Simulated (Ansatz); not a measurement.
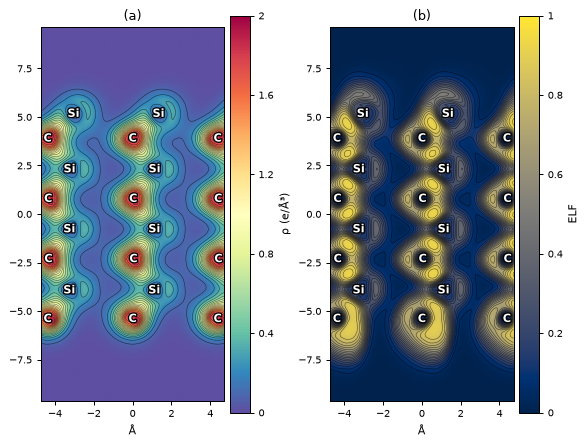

Figure. SiC (slab). (a) valence electron density; (b) ELF on the (100) plane of the calculation cell, a cut from vacuum to vacuum.

Method: DFT PBE, scalar-relativistic, plane waves, PAW (Ansatz 0.2.0).

Core electrons are frozen (PAW), and the valence fields are smoothed inside the atomic spheres.

### Read the bonding off the picture.

- Atoms in the plane: C and Si.
- Si–C (1.86 Å): the density is about 0.85 e/Å³ at the midpoint; the ELF peaks at about 0.85 between the atoms; a covalent bond.
- Si–C (1.89 Å): ρ at the midpoint is about 0.88 e/Å³; the ELF peaks at about 0.95 between the atoms: a covalent bond.
- Si–C (1.93 Å): ρ is about 0.83 e/Å³ halfway; the ELF peaks at about 0.95 between the atoms, as expected for a covalent bond.
- The density dies away to nearly zero in the vacuum.

### Does the calculation give a band gap?

It is gapped, with a Kohn–Sham gap of 0.52 eV on the k-point mesh (the band edges may lie off the mesh, which would make the gap smaller).
